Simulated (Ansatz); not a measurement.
Al$_{2}$GaN$_{3}$

```yaml
crystal:
  lattice:
    - [3.12028, 0.00000, 0.00000]
    - [-1.56014, 2.70224, 0.00000]
    - [0.00000, 0.00000, 7.64441]
  atoms:
    - { symbol: Al, position: [0.00000, 0.00000, 0.99738] }
    - { symbol: Al, position: [0.66667, 0.33333, 0.66882] }
    - { symbol: Ga, position: [0.33333, 0.66667, 0.33378] }
    - { symbol: N, position: [0.66667, 0.33333, 0.91666] }
    - { symbol: N, position: [0.33333, 0.66667, 0.58969] }
    - { symbol: N, position: [0.00000, 0.00000, 0.24366] }
```

Space group P3m1; started from the ordered alloy on zincblende lattice prototype, which need not be the ambient phase.

Method: DFT, PBE0, plane waves, PAW in Ansatz.

The density is the valence pseudo-density of a PAW calculation; it isn't the true density close to the nuclei.

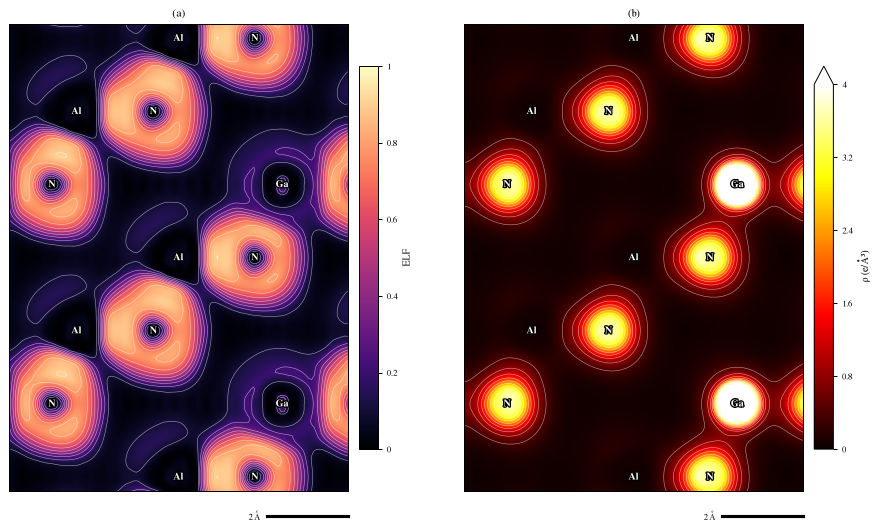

Figure 1. (a) ELF; (b) valence pseudo-density on the (110) plane of the conventional cell.

### What does the map show?

The section cuts through Al, Ga and N sites.
Al–N (1.88 Å): ρ at the midpoint is about 0.72 e/Å³; the ELF peaks at about 0.90 between the atoms: a polar covalent bond.
Ga–N (1.93 Å): the density is about 0.77 e/Å³ at the midpoint; the ELF peaks at about 0.85 in the valence shell of N, 0.7 Å from its nucleus, and is about 0.50 at the midpoint.
Between the atoms the lowest density in this plane is 0.04 e/Å³.

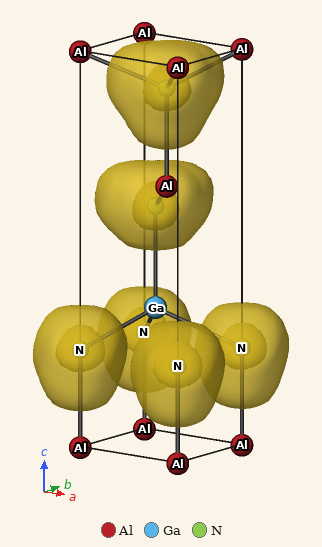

Figure 2. Isosurface of the electron localisation function at 0.7 (yellow), seen slightly off an axis. Only the valence region is drawn (cores and ρ < 0.01 e/Å³ removed). Sticks mark near contacts.

### Identify the bonds, lone pairs and shells in this picture.

The ELF exceeds this value in three regions on N in which the atom's valence shell and bonds are merged, counted in one cell of 6 atoms. Regions shared between cells count once.

### Does the calculation give a band gap?

It is gapped, with a Kohn–Sham gap of 5.0 eV on the k-point mesh, an upper bound to the gap of this method.
